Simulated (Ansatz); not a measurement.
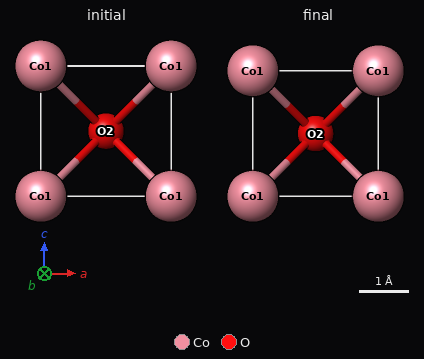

The structure of solid CoO (built on the CsCl (B2) type) before (left) and after (right) a relaxation, at one scale.

Style: ball-and-stick. Shown: the cell of the calculation, along the b axis.

Case: no spin polarisation.

Theory: DFT PBE+U, scalar-relativistic, plane waves, PAW in Ansatz 0.2.0.

Input file:
```yaml
crystal:
  lattice:
    - [2.6612513074, 0.0, 0.0]
    - [0.0, 2.6612513074, 0.0]
    - [0.0, 0.0, 2.6612513074]
  atoms:
    - { symbol: Co, position: [0.0, 0.0, 0.0] }
    - { symbol: O, position: [0.5, 0.5, 0.5] }
basis:
  ecutwfc: 420
kpoints:
  mp_grid: { grid: [10, 10, 10] }
hamiltonian:
  xc: pbe
  hubbard: { sites: [{ species: Co, l: d, u_eff: 3.32 }] }
scf:
  occupations: { method: gaussian, width: 0.02 }
output:
  forces: true
  stress: true
  eigenvalues: true
relax:
  adjacent_minimum: "off"
  f_tol: 0.01
  max_steps: 60
  cell: { stress_tol: 0.05 }
```

Launched with:
```bash
ansatz run input.yaml --threads 1 --pin off --max-ram 2560MiB --backend cpu --events-out ev --progress --plain --runs-dir out
```

Question: Describe what moved and what it gained.

Answer: No atom moves by more than 0.005 Å relative to the cell. Cell: a = b = c 2.661 → 2.564 Å (−3.7 %). Volume −10.6 %. Among the contacts that change: Co1–O2 2.305 → 2.220 Å. The space group stays Pm-3m (No. 221). The energy falls by 65.8 meV per atom in 5 accepted moves (7 points after the start). All forces vanish by symmetry, so only the cell relaxes. Pressure: −19.05 GPa at the start and −0.01 GPa at the end. The SCF was repeated twice at an unchanged geometry on a basis and grid sized afresh for the cell, which shifted the energy by 2.8 meV per atom at most.
